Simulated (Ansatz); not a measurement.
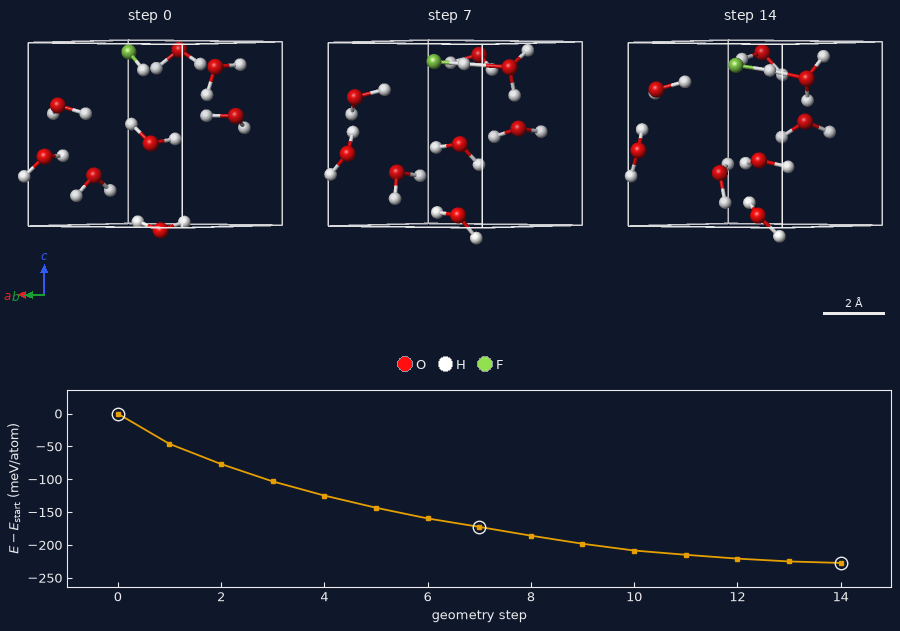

Frames of a relaxation of an amorphous cell of composition H₁₇O₈F, marked on the history of the run. A ball-and-stick model of the cell of the calculation, seen from a free direction.

The cell holds 8 H2O + 1 HF. The run prepares the start of a later molecular dynamics calculation, from a guessed geometry.

Computed with Ansatz, DFT PBEsol, scalar-relativistic, plane waves, PAW.

Input
```yaml
accuracy: low
crystal:
  lattice:
    - [6.029485, 0.0, 0.0]
    - [0.0, 6.029485, 0.0]
    - [0.0, 0.0, 6.029485]
  atoms:
    - { symbol: O, position: [0.6057769, 0.0950058, 0.9521168] }
    - { symbol: H, position: [0.7085438, 0.1669968, 0.8518129] }
    - { symbol: H, position: [0.4647534, 0.1030103, 0.8756127] }
    - { symbol: O, position: [0.9024056, 0.4921601, 0.2698839] }
    - { symbol: H, position: [0.947758, 0.6002278, 0.1600243] }
    - { symbol: H, position: [0.8861513, 0.3560592, 0.1861166] }
    - { symbol: O, position: [0.2087312, 0.3468462, 0.8664483] }
    - { symbol: H, position: [0.1416836, 0.2012496, 0.8769765] }
    - { symbol: H, position: [0.2567488, 0.3565478, 0.7134621] }
    - { symbol: O, position: [0.2225466, 0.8733179, -0.018005] }
    - { symbol: H, position: [0.3762966, 0.8640449, 0.0275968] }
    - { symbol: H, position: [0.1603508, 0.7319105, 0.0260434] }
    - { symbol: O, position: [0.4690345, 0.5934536, 0.4496695] }
    - { symbol: H, position: [0.5906819, 0.5992704, 0.5544201] }
    - { symbol: H, position: [0.4046267, 0.4481447, 0.4729404] }
    - { symbol: O, position: [0.8708204, 1.0363952, 0.3804896] }
    - { symbol: H, position: [0.9864642, 1.0627256, 0.2721483] }
    - { symbol: H, position: [0.856143, 0.8764587, 0.3835732] }
    - { symbol: O, position: [0.2777212, 0.0353606, 0.5936765] }
    - { symbol: H, position: [0.4170406, 0.1153201, 0.5947748] }
    - { symbol: H, position: [0.3145756, -0.1060087, 0.5268853] }
    - { symbol: O, position: [0.9897881, 0.720303, 0.6537296] }
    - { symbol: H, position: [0.8467232, 0.6620444, 0.6096504] }
    - { symbol: H, position: [1.0939107, 0.6074228, 0.6066006] }
    - { symbol: F, position: [0.6718605, 0.4993008, 0.9453407] }
    - { symbol: H, position: [0.5556597, 0.5331571, 0.8486906] }
basis:
  ecutwfc: 420.0
kpoints:
  mp_grid: { grid: [1, 1, 1] }
hamiltonian:
  xc: pbesol
scf:
  occupations: { method: fermi_dirac, width: 0.02 }
  lower_state_search: "off"
relax:
  f_tol: 0.3
  max_steps: 15
  adjacent_minimum: "off"
```

Run as
```bash
ansatz run input.yaml --threads 1 --pin off --max-ram 3072MiB --backend cpu --events-out ev --progress --plain --runs-dir out
```

> What happens along the run?

The relaxation stopped without meeting its thresholds, so the last structure isn't shown to be converged. It used up its limit of 15 steps. The atom that moves furthest is H5 (1.63 Å roughly along [−2 −1 0]). Largest moves by element: H 1.63 Å, O 1.24 Å, F 0.60 Å. The cell doesn't change. Some distances before and after: O7–H26 2.377 → 1.237 Å, F25–H26 0.934 → 1.131 Å, O13–H14 0.969 → 1.023 Å, O10–H12 0.969 → 1.008 Å. New bonds form: O7–H26 (2.38 → 1.24 Å). Among the angles between lasting bonds that change: H5–O4–H6 104.0° → 108.6°, H8–O7–H9 104.0° → 100.8°, H14–O13–H15 104.0° → 106.8°. After 14 geometry steps the energy has fallen by 227 meV per atom. The largest force component goes from 1 to 0.44 eV/Å. Cost: 20 s on 1 thread of Intel(R) Xeon(R) Platinum 8488C (Sapphire Rapids), with other jobs on the host, peak memory 0.4 GiB. From step 0 to 7: H20 moves most (0.97 Å), energy −172 meV per atom. From step 7 to 14: H5 moves most (1.00 Å), energy −54.9 meV per atom.

| step | E − E(0), meV/atom | largest force component, eV/Å |
| --- | --- | --- |
| 0 | 0.00 | 1.0142 |
| 1 | -46.00 | 2.5212 |
| 2 | -76.69 | 2.9433 |
| 3 | -103.11 | 2.2412 |
| 4 | -124.62 | 1.6388 |
| 5 | -143.17 | 1.0843 |
| 6 | -159.43 | 1.0538 |
| 7 | -172.30 | 1.1595 |
| 8 | -185.66 | 0.9744 |
| 9 | -197.96 | 0.7879 |
| 10 | -208.28 | 0.7156 |
| 11 | -214.76 | 0.5572 |
| 12 | -220.62 | 0.6330 |
| 13 | -224.89 | 0.4111 |
| 14 | -227.18 | 0.4356 |

Limits of the set-up: the program's low-accuracy preset was used; the periodic images lie only 6.0 Å apart, so the values are limited by the cell's size.
